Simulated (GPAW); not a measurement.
# LiF (Fm-3m): refractive index against wavelength

The refractive index of LiF (Fm-3m) below the direct gap (9.07 eV on the mesh) is read from one computed spectrum, n = √(Re ε).

It takes space group Fm-3m (No. 225, cubic). The conventional cell has a = 4.028 Å, b = 4.028 Å, c = 4.028 Å, α = 90.00°, β = 90.00°, γ = 90.00°. Around F on site b lie 6 Li at 2.01 Å. Around Li on site a lie 6 F at 2.01 Å.

Method: GPAW 26.7.0, PBE, RPA, k-mesh 17×17×17, local fields up to 70 eV, Lorentzian half width 0.12 eV.

Launch of the response step: `OMP_NUM_THREADS=1 python df.py`. The run took 31 s, its band step included, on 1 thread of Arm Neoverse V1 (shared host).

| wavelength (nm) | photon energy E (eV) | n |
| --- | --- | --- |
| 532 | 2.331 | 1.3978 |
| 450 | 2.755 | 1.4013 |
| 405 | 3.061 | ? |
| 365 | 3.397 | 1.4081 |
| 308 | 4.025 | 1.4165 |
| 266 | 4.661 | 1.4272 |
| 248 | 4.999 | 1.4339 |

In the single-oscillator model n² − 1 = E₀E_d/(E₀² − E²), so 1/(n² − 1) = E₀/E_d − E²/(E₀E_d) is linear in E².

Working, on the rows shown:

| x = E² (eV²) | y = 1/(n² − 1) |
| --- | --- |
| 5.43137 | 1.04839 |
| 7.59115 | 1.03773 |
| 11.5384 | 1.01756 |
| 16.2043 | 0.993569 |
| 21.7255 | 0.964413 |
| 24.9936 | 0.946908 |

Means: x̄ = 14.581, ȳ = 1.0014. Σ(x − x̄)(y − ȳ) = -1.577, Σ(x − x̄)² = 303.9. Slope = -1.577 / 303.9 = -0.00519; intercept = ȳ − slope · x̄ = 1.0771. Turned back into n, the line misses the rows shown by at most 0.0002.

Task: Fill in the last column of the withheld row.

Result: At x = 9.3718 the line gives y = 1.0285, that is 1.4044. The run gave 1.4043, so the interpolation is off by 9.5e-05, 0.3 % of the range in the table.

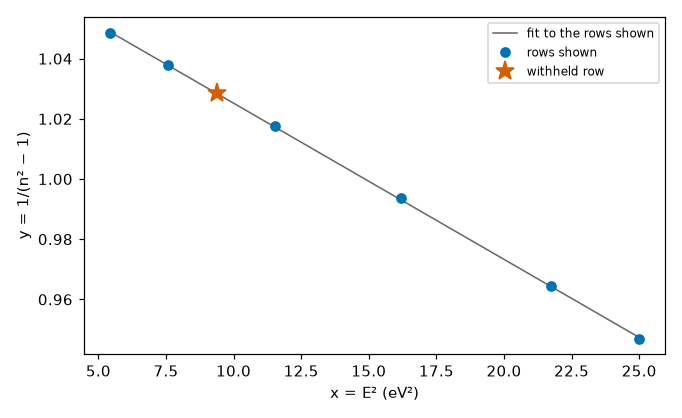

Refitted with all rows, the slope is -0.005194 and the intercept 1.0772. These give E₀ = √(intercept/−slope) = 14.40 eV and E_d = E₀/intercept = 13.4 eV; E₀ is 1.6 times the direct gap. The electronic limit at long wavelengths, without lattice vibrations, is n = √(1 + 1/intercept) = 1.389. Excitons are left out; PBE gaps are as a rule too small. The values come from a sum over the points of one k-mesh and carry its error, which grows as the direct gap shrinks. This version of GPAW has incomplete matrix elements in the optical limit, which can lower ε − 1 by up to a tenth where first-row anions or d states rule. The local-field cutoff holds few shells of reciprocal vectors for this small cell, so ε∞ can read a few per cent high.
